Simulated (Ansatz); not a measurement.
# Fermi surface of ZrC (space group Fm-3m, No. 225)

```xyz
2
Lattice="0.0000 2.3650 2.3650 2.3650 0.0000 2.3650 2.3650 2.3650 0.0000" Properties=species:S:1:pos:R:3 pbc="T T T"
Zr    2.3650    2.3650    2.3650
C     0.0000    0.0000    0.0000
```

All numbers here come from DFT PBE, scalar-relativistic, plane waves, PAW; levels and slopes on a dense k mesh at the converged density in Ansatz 0.2.0. No spin polarisation. Mesh 34×34×34, interpolated with the band slopes. Unrelaxed database geometry.

## 1. The sheets

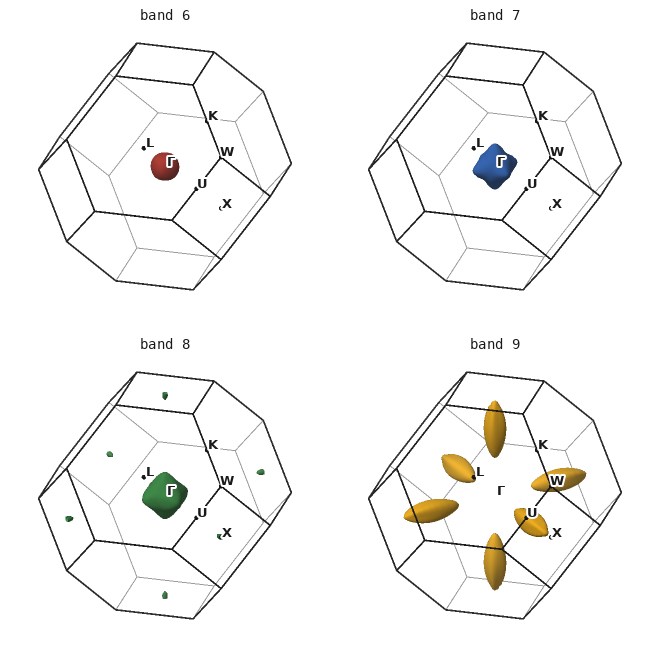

Computed Fermi surface of this crystal. Each panel holds one band. The brighter face of a sheet looks towards empty states.

> Summarise the topology of this Fermi surface.

Four bands cross the Fermi level; this is a semimetal: only small electron and hole pockets.

Band 6: one hole pocket centred at Γ (0.21 % of the zone).
Band 7: one hole pocket centred at Γ (0.53 % of the zone).
Band 8: one hole pocket centred at Γ (0.67 % of the zone) and specks under 0.04 % of the zone, which the mesh doesn't resolve and which may come from the interpolation.
Band 9: six electron pockets on the Γ–X line (each 0.24 % of the zone).

> How large are the density of states and the plasma frequency?

The density of states at the Fermi level is 0.31 states/eV per primitive cell. The intraband plasma frequency is 3.1 eV in all directions.

## 2. Weight on the atoms

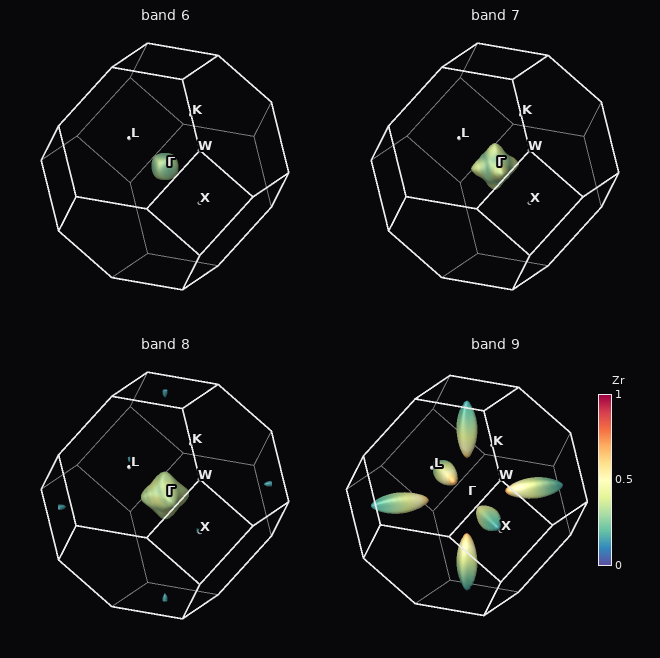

Fermi surface of this crystal, coloured by the weight of the states on Zr (Voronoi cells).

> How much Zr character do the sheets have, and what else?

Band 6: C (70 %) and Zr (30 %). Band 7: C (65 %) and Zr (35 %). Band 8: C (72 %) and Zr (28 %). Band 9: C (68 %) and Zr (32 %).

## 3. Cuts and bands

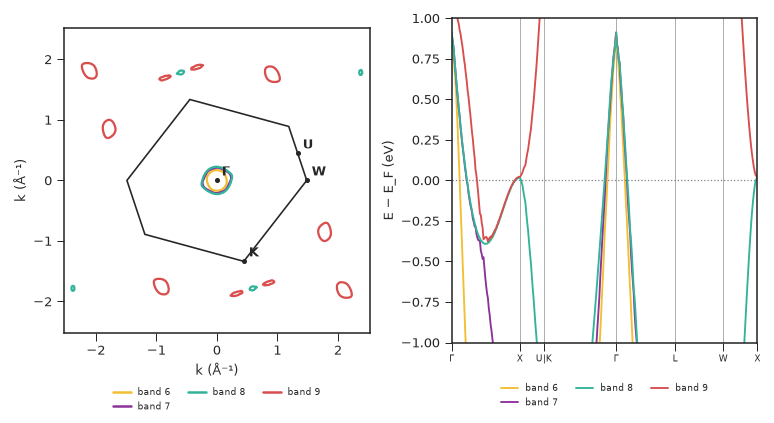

This crystal: cut through the Fermi surface in the plane through Γ, W and U, and the bands that cross the Fermi level.

> Give each band's level at the labelled points, in eV from the Fermi level.

```tsv
band	Γ	X	L
band 6	+0.91	below	below
band 7	+0.91	below	below
band 8	+0.91	+0.02	below
band 9	above	+0.02	above
```

Negative values are filled states; "above" and "below" lie outside the plotted window.

## 4. Speeds

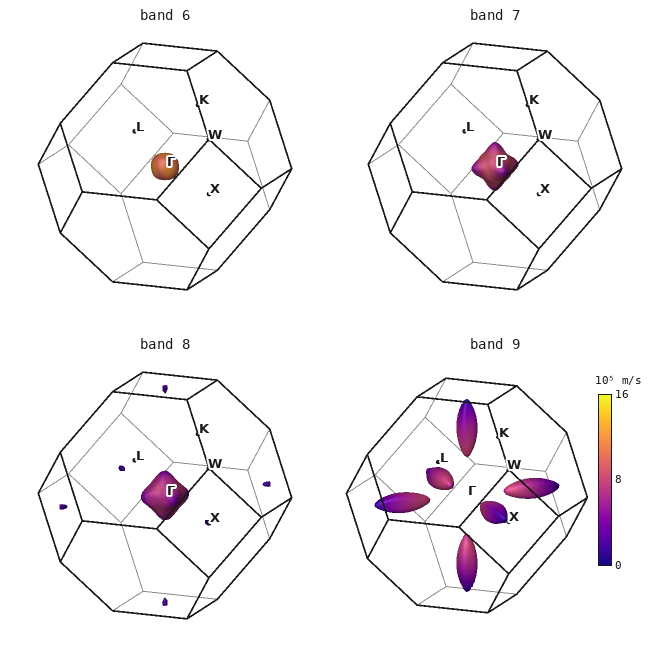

Fermi surface of this crystal, coloured by the Fermi speed.

> How fast are the electrons on each sheet?

Band 6: 9.7 to 12 × 10⁵ m/s over most of the sheet, 11 × 10⁵ m/s on average over states. Band 7: 4.8 to 9.0 × 10⁵ m/s over most of the sheet, 7.4 × 10⁵ m/s on average over states. Band 8: 2.3 to 7.6 × 10⁵ m/s over most of the sheet, 4.7 × 10⁵ m/s on average over states. Band 9: 1.7 to 8.0 × 10⁵ m/s over most of the sheet, 4.8 × 10⁵ m/s on average over states.

> Which of these bands adds most to the density of states at the Fermi level?

Band 9, with 0.20 of 0.31 states/eV per cell.

Semilocal functionals overstate band overlaps, so a small overlap like this can be a small gap in truth. Spin-orbit coupling is left out; with Zr it can split, shift or remove sheets. Necks and pockets thinner than about two mesh steps aren't resolved, so separate pockets may in truth be joined.

Cost: 14 s on 1 thread of Arm Neoverse V2, with other jobs on the host, peak memory 0.44 GiB.
